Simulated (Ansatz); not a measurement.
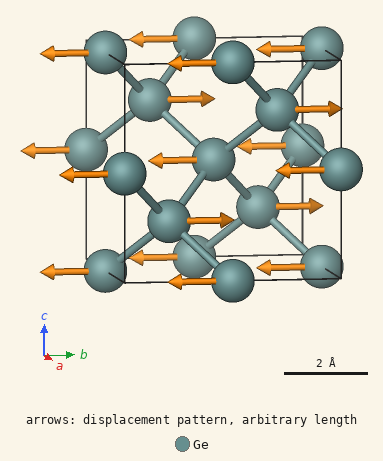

The lowest optical mode of a crystal of Ge relaxed at 18 GPa, space group Fd-3m (No. 227), at the zone centre. The orange arrows are the displacements of the atoms (eigenvector over the root of the mass), of arbitrary overall length and sign. A ball-and-stick model of the conventional cell (4 times the calculation's cell), seen slightly off an axis. Lengths and directions refer to the drawn axes.

The calculation used DFT PBEsol, scalar-relativistic, plane waves, PAW (Ansatz). (plane-wave cutoff 420 eV; k-point mesh 12 × 12 × 12; occupations gaussian; smearing width 0.01 eV; target pressure 18 GPa; no spin polarisation)

Frequencies are those without the non-analytic (LO–TO) term.

**Is this crystal at a minimum with respect to the drawn distortion?**

Yes: this softest mode has a real frequency, and so have all others here. That speaks for this wave vector alone: the rest of the zone wasn't checked in this run. This is the T₂g mode (triply degenerate; one member of the set is drawn) at 43.0 meV, the only optical level, Raman-active by symmetry. All motion is along b; atoms of one kind move against one another, with no net shift of their sublattice.
